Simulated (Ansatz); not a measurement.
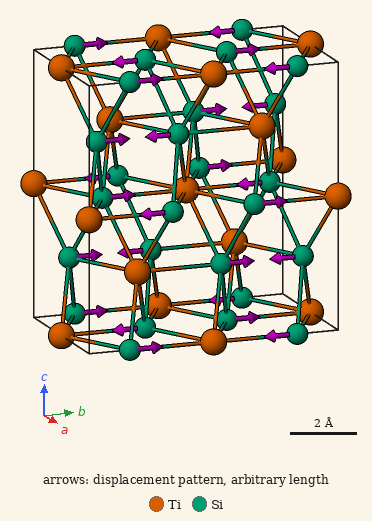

Phonons of crystalline TiSi2, space group Fddd (No. 70), at the zone centre. The optical levels lie at 189, 196, 213, 243, 256, 266, 270, 283, 304, 320, 348, 376, 393, 416, 442 cm⁻¹. One mode is drawn. The purple arrows give the relative displacements of the atoms. Style: ball-and-stick. Shown: the conventional cell (4 times the calculation's cell), slightly off an axis. Lengths and directions refer to the drawn axes.

All numbers below come from DFT PBEsol, scalar-relativistic, plane waves, PAW in Ansatz 0.2.0. (plane-wave cutoff 420 eV; k-point mesh 14 × 14 × 14; occupations gaussian; smearing width 0.15 eV; no spin polarisation)

### To which level does it belong?

The level at 320 cm⁻¹. This is the A_u mode, optical level 10 of 15, counted from below, silent by symmetry (neither infrared- nor Raman-active). The Ti atoms stay at rest; all motion is along b; atoms of one kind move against one another, with no net shift of their sublattice.
